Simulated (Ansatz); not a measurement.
**Two runs on Sr**

System: Sr (2 atoms in the cell).
Method of the first run: DFT, LDA (PW92), plane waves (420 eV) with PAW, scalar-relativistic, no spin polarisation (Ansatz 0.2.0).

Text and figures count atoms from 1; the logs count them from 0 in places.

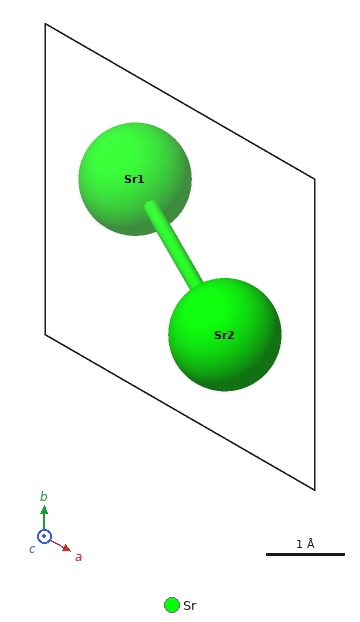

Fig. 1: The structure as given in the input (ball-and-stick view of the cell of the calculation, along the c axis; atoms are numbered from 1 in the order of the input). Near neighbours in the crystal (not all of them lie inside the picture): Sr has 12 Sr at 3.99 to 4.00 Å.

The input, the first run:
```yaml
crystal:
  lattice:
    - [3.9908739151, 0.0, 0.0]
    - [-1.9954369575, 3.4561981938, 0.0]
    - [0.0, 0.0, 6.5366734665]
  atoms:
    - { symbol: Sr, position: [0.3333333333, 0.6666666667, 0.25] }
    - { symbol: Sr, position: [0.6666666667, 0.3333333333, 0.75] }
hamiltonian:
  xc: lda
  pseudopotentials:
    kind: paw
    azcp:
      Sr: "pseudopotentials/Sr.paw.azcp"
basis:
  ecutwfc: 420
  fft_grid_basis: typed
kpoints:
  mp_grid: { grid: [10, 10, 6], shift: [0, 0, 0] }
magnetization:
  spin_polarized: false
scf:
  occupations: { method: fermi_dirac, width: 0.1 }
  lower_state_search: "off"
output:
  stress: true
```

Hardware: 2 threads of Intel Xeon @ 2.50GHz (Skylake/Cascade Lake), 192 GiB of memory available, shared host.

Output, shortened to warnings, some set-up lines, iterations and results (the first run):
```
Warning: [file] the record states the generating functional pbe (its physics header spells it `PBE`), which answers neither for hamiltonian.xc's functional nor for the lda family's — results may be inconsistent (PPs are generated against a specific XC)
Basis set: ecut = 420 eV, 1761 PW (Γ)
Symmetry: 24 space group operations
k-points: 56 of 600
Initial density: superposition of atomic densities (neutral atoms: chi_scale 0, normalization atom), corrected by the library's trained network
[...]
SCF iter   1: F=—  HF=-6888.636840 eV  |F-HF|=—  |Δ(HF+E_count)|=         —  Δρ=3.87e-3  dr2=6.51e-3  ethr=1.77e-3  ⟨swp⟩=7.6  Hψ=5594  notcnv=0
SCF iter   2: F=—  HF=-6888.636641 eV  |F-HF|=—  |Δ(HF+E_count)|=   1.99e-4  Δρ=1.99e-3  dr2=2.47e-3  ethr=3.26e-5  ⟨swp⟩=2.5  Hψ=1696  notcnv=0
SCF iter   3: F=—  HF=-6888.636451 eV  |F-HF|=—  |Δ(HF+E_count)|=   1.91e-4  Δρ=2.82e-4  dr2=1.40e-4  ethr=1.24e-5  ⟨swp⟩=1.1  Hψ=794  notcnv=0
SCF iter   4: F=—  HF=-6888.636430 eV  |F-HF|=—  |Δ(HF+E_count)|=   2.05e-5  Δρ=1.09e-4  dr2=4.45e-6  ethr=6.98e-7  ⟨swp⟩=2.0  Hψ=892  notcnv=0
SCF iter   5: F=—  HF=-6888.636427 eV  |F-HF|=—  |Δ(HF+E_count)|=   3.40e-6  Δρ=3.32e-5  dr2=5.27e-7  ethr=2.22e-8  ⟨swp⟩=2.3  Hψ=1127  notcnv=0
SCF iter   6: F=-6888.636427 eV  HF=-6888.636427 eV  |F-HF|=2.77e-9  |Δ(HF+E_count)|=   1.07e-8  Δρ=2.49e-6  dr2=4.23e-9  ethr=5.00e-10  ⟨swp⟩=5.1  Hψ=2940  notcnv=0
SCF 1 converged in 6 iterations: F = -6888.636427 eV  dr2 = 4.23e-9
SCF converged after 6 iterations
Free energy (F): -6888.636427 eV
Harris-Foulkes:  -6888.636427 eV  (|F-HF|=2.77e-9)
Internal energy: -6888.552593 eV  (E = F + TS)
E sigma→0 (E₀):  -6888.594510 eV
Entropy (-TS):   -0.083833 eV (-41.917 meV/atom)
Fermi energy:    6.306273 eV
--- Per-component energies (eV) ---
  E_band       = -240.624687
  E_kinetic    = 486.794267
  E_local      = -1439.168732  (includes V_loc(G=0)·N_el)
  E_nonlocal   = 414.305018
  E_hartree    = 351.959683
  E_xc         = -340.082903
  E_vxc        = -319.597567  (∫ρ·V_xc dr)
  E_paw        = -5194.409494  (= ΣΔE_a)
  E_vpaw       = -86.876507  (= ΣTr[D̂ρ^β])
  E_aug_tail   = -0.000003  (compensation charges beyond the density's cutoff)
  E_ewald      = -1168.538700
  E_core_change = 0.588271  (= ΣΔE_core)
  E_smearing   = -0.083833  (= −TS)
  E_closure    = 0.000000  (closes the sum)
  Σ components = -6888.636427   (vs F -6888.636427, Δ=0.00e0)
--- Stress (GPa, compression-positive) ---
        1.153430      -0.000000       0.000000
       -0.000000       1.153430       0.000000
        0.000000       0.000000       1.300694
  P = ⅓ Tr σ = 1.2025 GPa (12.025 kbar)
```

The input of the second run differs as follows (lines with − go, lines with + come):
```diff
-    - [3.9908739151, 0.0, 0.0]
-    - [-1.9954369575, 3.4561981938, 0.0]
-    - [0.0, 0.0, 6.5366734665]
+    - [3.9321760663, 0.0, 0.0]
+    - [-1.9660880331, 3.4053643655, 0.0]
+    - [0.0, 0.0, 6.4405319498]
```

What does this change do to the results?

With the same functional and potentials, the second run lies 19.4 meV per atom higher. The pressure goes from 1.20 to 1.99 GPa. The volume per atom goes from 45.08 to 43.12 Å³. The cell is scaled evenly with the atoms at fixed fractional positions, so −ΔP/Δ ln V estimates the bulk modulus midway between the two volumes: about 18 GPa. The number of SCF iterations is the same. The plane waves at Γ go from 1761 to 1713.

Output, shortened to warnings, some set-up lines, iterations and results (the second run):
```
Warning: [file] the record states the generating functional pbe (its physics header spells it `PBE`), which answers neither for hamiltonian.xc's functional nor for the lda family's — results may be inconsistent (PPs are generated against a specific XC)
Basis set: ecut = 420 eV, 1713 PW (Γ)
Symmetry: 24 space group operations
k-points: 56 of 600
Initial density: superposition of atomic densities (neutral atoms: chi_scale 0, normalization atom), corrected by the library's trained network
[...]
SCF iter   1: F=—  HF=-6888.598047 eV  |F-HF|=—  |Δ(HF+E_count)|=         —  Δρ=3.98e-3  dr2=6.60e-3  ethr=1.77e-3  ⟨swp⟩=7.6  Hψ=5589  notcnv=0
SCF iter   2: F=—  HF=-6888.597884 eV  |F-HF|=—  |Δ(HF+E_count)|=   1.63e-4  Δρ=2.04e-3  dr2=2.44e-3  ethr=3.30e-5  ⟨swp⟩=2.4  Hψ=1679  notcnv=0
SCF iter   3: F=—  HF=-6888.597672 eV  |F-HF|=—  |Δ(HF+E_count)|=   2.13e-4  Δρ=2.86e-4  dr2=1.33e-4  ethr=1.22e-5  ⟨swp⟩=1.2  Hψ=801  notcnv=0
SCF iter   4: F=—  HF=-6888.597649 eV  |F-HF|=—  |Δ(HF+E_count)|=   2.23e-5  Δρ=1.09e-4  dr2=4.11e-6  ethr=6.63e-7  ⟨swp⟩=2.2  Hψ=1008  notcnv=0
SCF iter   5: F=—  HF=-6888.597647 eV  |F-HF|=—  |Δ(HF+E_count)|=   2.54e-6  Δρ=3.51e-5  dr2=5.46e-7  ethr=2.06e-8  ⟨swp⟩=2.2  Hψ=1116  notcnv=0
SCF iter   6: F=-6888.597647 eV  HF=-6888.597647 eV  |F-HF|=3.02e-9  |Δ(HF+E_count)|=   1.27e-9  Δρ=2.91e-6  dr2=5.04e-9  ethr=5.00e-10  ⟨swp⟩=5.1  Hψ=2918  notcnv=0
SCF 1 converged in 6 iterations: F = -6888.597647 eV  dr2 = 5.04e-9
SCF converged after 6 iterations
Free energy (F): -6888.597647 eV
Harris-Foulkes:  -6888.597647 eV  (|F-HF|=3.02e-9)
Internal energy: -6888.515917 eV  (E = F + TS)
E sigma→0 (E₀):  -6888.556782 eV
Entropy (-TS):   -0.081730 eV (-40.865 meV/atom)
Fermi energy:    6.663587 eV
--- Per-component energies (eV) ---
  E_band       = -232.075157
  E_kinetic    = 487.756299
  E_local      = -1413.394080  (includes V_loc(G=0)·N_el)
  E_nonlocal   = 414.345821
  E_hartree    = 343.144408
  E_xc         = -340.553831
  E_vxc        = -320.217401  (∫ρ·V_xc dr)
  E_paw        = -5194.420653  (= ΣΔE_a)
  E_vpaw       = -86.853881  (= ΣTr[D̂ρ^β])
  E_aug_tail   = -0.000003  (compensation charges beyond the density's cutoff)
  E_ewald      = -1185.982147
  E_core_change = 0.588271  (= ΣΔE_core)
  E_smearing   = -0.081730  (= −TS)
  E_closure    = -0.000000  (closes the sum)
  Σ components = -6888.597647   (vs F -6888.597647, Δ=0.00e0)
--- Stress (GPa, compression-positive) ---
        1.919528       0.000000       0.000000
       -0.000000       1.919528       0.000000
        0.000000       0.000000       2.128429
  P = ⅓ Tr σ = 1.9892 GPa (19.892 kbar)
```

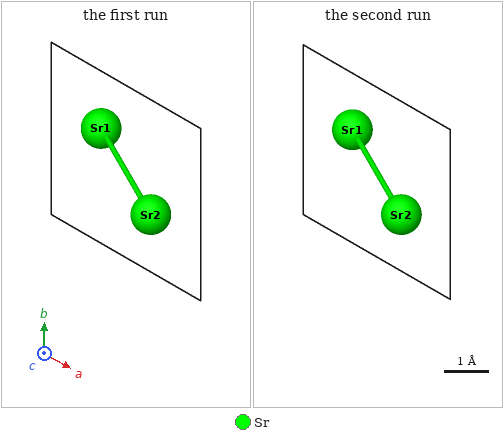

Fig. 2: The two input geometries at one scale (ball-and-stick view of the cell of the calculation, along the c axis). The atoms keep their places relative to the cell (all moves are under 0.005 Å). The drawn cell changes as follows: a = b 3.991 → 3.932 Å (−1.5 %), c 6.537 → 6.441 Å (−1.5 %); the volume changes by −4.3 %. Among the contacts that change: Sr1–Sr2 3.999 → 3.940 Å, Sr1–Sr1 3.991 → 3.932 Å.

The two runs side by side:

```tsv
quantity	the first run	the second run
outcome	converged	converged
free energy per atom (eV)	−3444.3182	−3444.2988
energy per atom, smearing taken to zero (eV)	−3444.2973	−3444.2784
pressure (GPa)	1.20	1.99
volume per atom (Å³)	45.08	43.12
SCF iterations	6	6
irreducible k-points	56	56
plane waves at Γ	1761	1713
wall time (shared host)	1.8 s	1.6 s
```

For both runs: Warnings: the PAW datasets were made with another functional.
